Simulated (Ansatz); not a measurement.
System: Rh, space group Fm-3m (No. 225).

Structure:
```
CELL_PARAMETERS angstrom
0.00000 1.90155 1.90155
1.90155 0.00000 1.90155
1.90155 1.90155 0.00000
ATOMIC_POSITIONS crystal
Rh 0.00000 0.00000 0.00000
```

Method: homogeneous strain of a crystal along one Voigt pattern with engineering shear, fractional coordinates fixed, by plane-wave density functional theory with PAW datasets, free energies less that of the undisturbed cell; scalar-relativistic (Ansatz 0.2.0). Level: PBEsol, no spin polarisation.

wave cutoff 420 eV; k mesh 22×22×22; occupations Gaussian; smearing width 0.15 eV; k shift (0, 0, 0) (mesh steps); start as given; strain pattern (0, 1, 0, 0, 0, 0) (xx yy zz yz xz xy with engineering shear).

Predict the energy change and tensile stress summed over the strain pattern against strain. The strain takes the values −0.020, −0.010, 0.000, 0.015.

The energy falls towards negative values, so the start isn't a stationary minimum along this path. The energy change is −0.92 meV/atom at strain −0.020 and 10.58 meV/atom at 0.015; the lowest computed point is at strain −0.010 (−2.45 meV/atom). The tensile stress summed over the strain pattern rises from −4.2 GPa at strain −0.020 to 11.3 GPa at 0.015, and changes sign near −0.011.

```json
{"strain": "-0.020", "energy change (meV/atom)": "-0.92", "tensile stress summed over the strain pattern (GPa)": "-4.2"}
{"strain": "-0.010", "energy change (meV/atom)": "-2.45", "tensile stress summed over the strain pattern (GPa)": "0.6"}
{"strain": "0.000", "energy change (meV/atom)": "0.00", "tensile stress summed over the strain pattern (GPa)": "5.1"}
{"strain": "0.015", "energy change (meV/atom)": "10.58", "tensile stress summed over the strain pattern (GPa)": "11.3"}
```

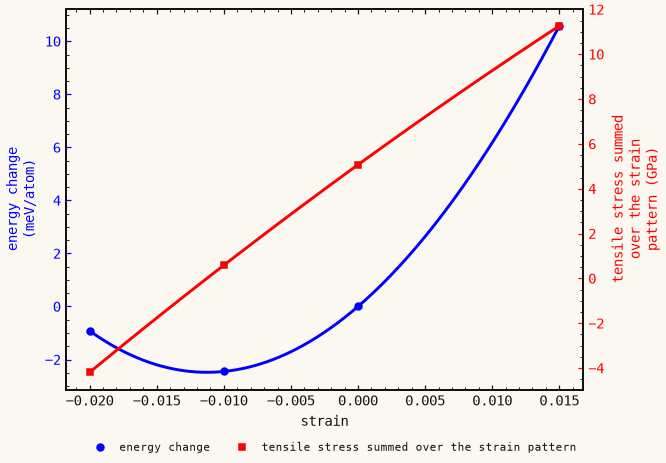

Limits of the calculation: reference crystal is not relaxed.
